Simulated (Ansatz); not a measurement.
AlN (space group P6_3mc, No. 186). Coordinates: the geometry relaxed with Ansatz 0.2.0, DFT PBE, scalar-relativistic, plane waves, PAW.

Space group P6_3mc (No. 186). a = 3.130 Å, b = 3.130 Å, c = 5.018 Å, α = 90.00°, β = 90.00°, γ = 120.00°
```json
{"atom": "Al", "site": "2b", "symmetry": "3m.", "x": "0.3333", "y": "0.6667", "z": "0.9992"}
{"atom": "N", "site": "2b", "symmetry": "3m.", "x": "0.3333", "y": "0.6667", "z": "0.3808"}
```

Describe how the polyhedra about Al are linked (bonds: Al–N below 2.2 Å).

Al: AlN4 tetrahedron, sharing corners with twelve neighbours.

They form a three-dimensional framework of corner-sharing tetrahedra.

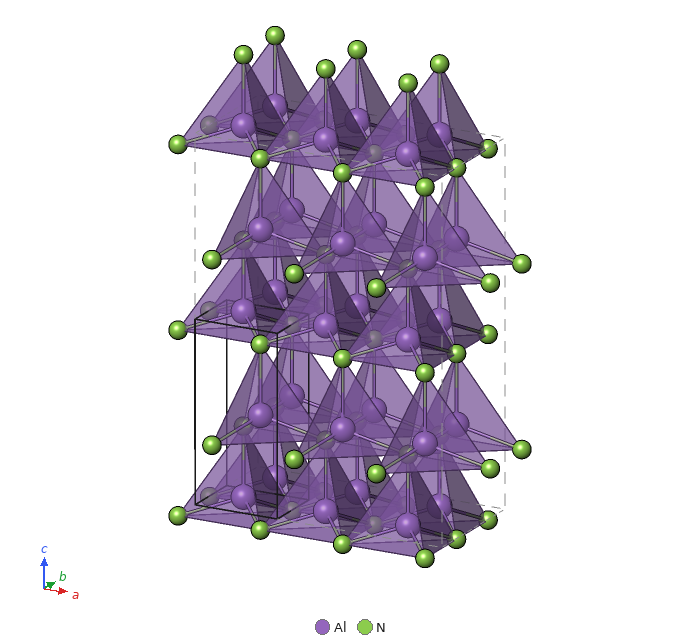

Polyhedra are drawn about Al (bonds: Al–N below 2.2 Å); other atoms are plain spheres.
